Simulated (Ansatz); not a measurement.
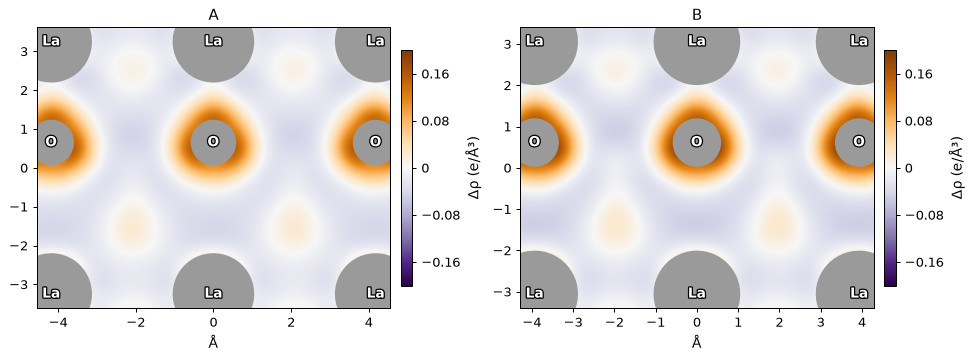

La$_{2}$O$_{3}$: deformation density on the (010) plane of the conventional cell at two volumes, with the same fractional coordinates and one colour scale. Grey discs cover the cores.

Space group P-3m1. The cell comes from a database of computed structures, not from a measurement.

These are results of DFT PBE, scalar-relativistic, plane waves, PAW in Ansatz 0.2.0, not measurements.

### Which panel is the larger cell, by how much, and what changes?

A is the larger cell: A has 120 % of the volume of B. The pressure is 2 GPa in B and −15 GPa in A. Bader charges in B: La +2.01 and O −1.39 to −1.32 e; in A: La +2.05 and O −1.41 to −1.35 e. The rearranged charge is 0.31 e an atom in B and 0.32 e in A. The scaled cell isn't relaxed: forces reach 1.0 eV/Å.
